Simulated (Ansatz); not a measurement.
This input was run:

```
crystal:
  lattice:
    - [0.0, 2.575360546, 2.575360546]
    - [2.575360546, 0.0, 2.575360546]
    - [2.575360546, 2.575360546, 0.0]
  atoms:
    - { symbol: Mo, position: [0.5, 0.5, 0.5], spin: 0.24 }
    - { symbol: Se, position: [0.0, 0.0, 0.0] }
basis:
  ecutwfc: 420
  ecutrho_ratio: 4
kpoints:
  mp_grid: { grid: [10, 10, 10] }
  band_path:
    path:
      - [[0.0, 0.0, 0.0], [0.5, 0.0, 0.5], [0.625, 0.25, 0.625]]
      - [[0.375, 0.375, 0.75], [0.0, 0.0, 0.0], [0.5, 0.5, 0.5], [0.5, 0.25, 0.75], [0.5, 0.0, 0.5]]
    npoints: 14
hamiltonian:
  xc: pbesol
scf:
  occupations: { method: gaussian, width: 0.05 }
  lower_state_search: "off"
output:
  forces: true
  stress: true
  eigenvalues: true
  populations: true
  dos: { projected: true, de: 0.02, nscf_kmesh: { grid: [15, 15, 15] } }
  bader: false
magnetization:
  spin_polarized: true
checkpoint:
  read: start.run
  write: ck
  compress: false
  write_wavefunctions: false
  write_every: 100000
```

What does the calculation give for the electronic structure?

It is a metal. The density of states at the Fermi level is about 2.8 per eV and cell (mean within 0.25 eV), or 1.4 per atom. By projected weight, the states within 0.3 eV of the Fermi level are Mo 4d (90 %). At the Fermi level spin up gives about 1.2 and spin down about 1.5 states per eV, a polarisation (up − down)/(up + down) of about −0.1. The two spin channels differ: the cell has a net moment of 0.3 μB, with spin up in the majority.

The structure was built from a prototype or by substitution, so it need not be a known phase.

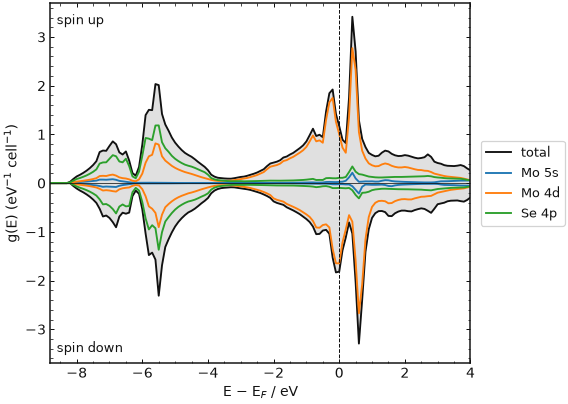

Density of states. Energies are counted from the Fermi level. The partial curves are projected on Löwdin-orthogonalised atomic shells. Spin-down states are drawn negative.
